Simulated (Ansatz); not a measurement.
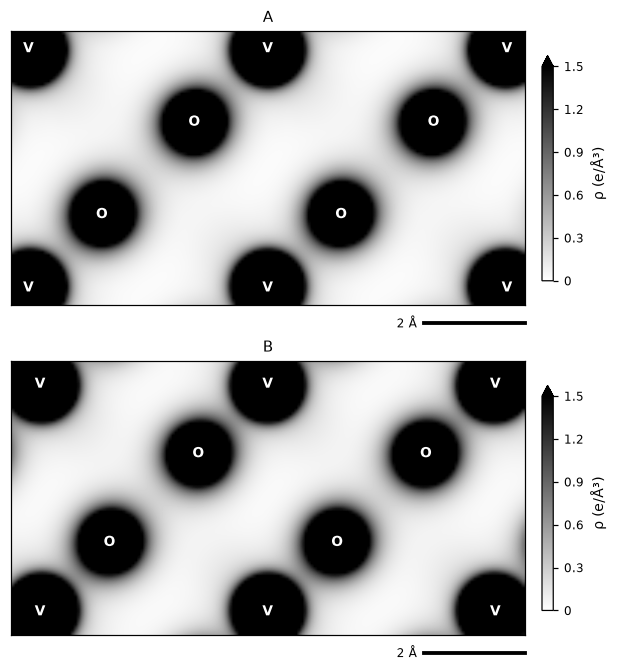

VO2. The valence electron density of two cells that differ in size and shape, on the (001) plane of each (indices in the axes of the calculation cell), at one length scale and on one colour scale; one has 9.8 and the other 10.9 Å³ an atom.

Method: DFT PBE, scalar-relativistic, plane waves, PAW in Ansatz 0.2.0.

Core electrons are frozen (PAW), and the valence fields are smoothed inside the atomic spheres.

The larger cell:

```xyz
6
Lattice="4.7615 0.0000 0.0000 0.0000 4.7615 0.0000 0.0000 0.0000 2.8932" Properties=species:S:1:pos:R:3 pbc="T T T"
V     0.0000    0.0000    0.0000
V     2.3807    2.3807    1.4466
O     1.4612    1.4612    0.0000
O     0.9195    3.8420    1.4466
O     3.3003    3.3003    0.0000
O     3.8420    0.9195    1.4466
```

The smaller cell: a = 4.530 Å, b = 4.530 Å, c = 2.869 Å, α = 90.00°, β = 90.00°, γ = 90.00°.

**Which panel shows the smaller cell, and what does the compression change?**

Panel B is the smaller cell, by 10 % in volume. From the larger cell to the smaller, V–O goes from 2.07 to 1.95 Å, and the density at its midpoint from 0.51 to 0.68 e/Å³; the pressure goes from −16 to 4.5 GPa.
